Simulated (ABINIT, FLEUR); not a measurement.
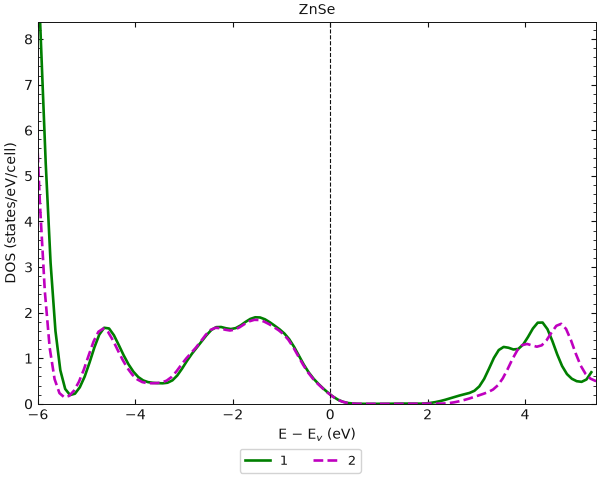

Total densities of states of zincblende ZnSe, space group F-43m (No. 216), 2 atoms in the primitive cell (cubic a = 5.668 Å), by two methods on the same cell. The DOS curves are built from the levels of the k mesh with Gaussians 0.55 eV wide, which also blur the band edges; ripples of that width can come from the mesh. Each is counted from its own valence-band top.

### Which curve is which? The methods: RPBE (ABINIT), r2SCAN (FLEUR).

1 is RPBE (ABINIT); 2 is r2SCAN (FLEUR). RPBE (ABINIT) gives a gap of 1.45 eV and r2SCAN (FLEUR) gives a gap of 1.88 eV.

Settings. RPBE (ABINIT): JTH PAW PBE v2.0, no spin polarisation, no spin-orbit coupling, 8×8×8 k mesh, 544 eV cutoff, Fermi-Dirac smearing of 0.05 eV (ABINIT 10.8.3 (patched build)). r2SCAN (FLEUR): all-electron, no spin polarisation, no spin-orbit coupling, 8×8×8 k mesh, Fermi-Dirac smearing of 0.05 eV (FLEUR MaX-R8.1 (later development tree)).

Gaps are the smallest over all k points computed. The two runs differ in program as well. Spin-orbit coupling is left out, which matters for Se. LDA, GGA and most meta-GGA functionals understate gaps. RPBE (ABINIT): the PAW data sets were made with another functional. r2SCAN (FLEUR): the meta-GGA is that of a development version, with a GGA for the radial functions and cores and without core tails.
